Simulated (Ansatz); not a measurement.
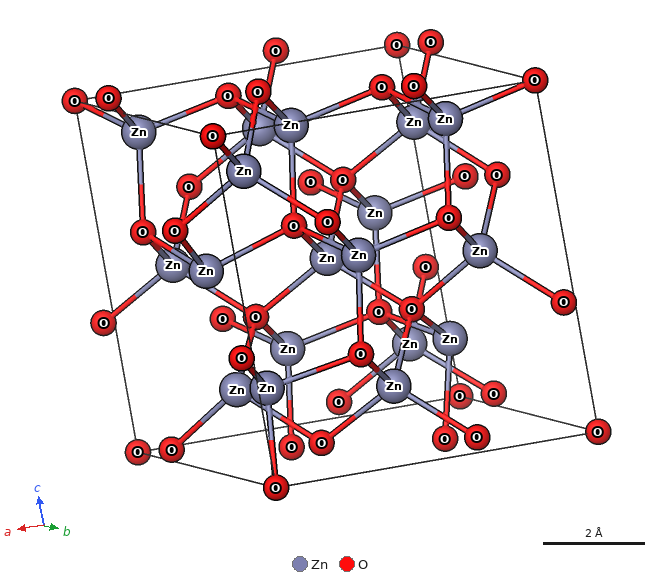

The image is a ball-and-stick drawing of a crystal, viewed from a general direction. The box is the simulation cell; atoms on or close to its faces, edges and corners are drawn wherever they repeat. A few atoms beyond the faces are included.

Summary of the structure:

- The formula is Zn$_{18}$O$_{17}$.
- One cell contains 18 Zn, 17 O, 35 atoms in all.
- About every O there are four Zn in a tetrahedral arrangement at about 2.0 Å.
- The bonds build a three-dimensional framework.

Origin of the cell: a structure listed in the Materials Project, repeated into a supercell with a point defect put in. The atoms were relaxed in a fixed cell with DFT r2SCAN, scalar-relativistic, plane waves, PAW in Ansatz.
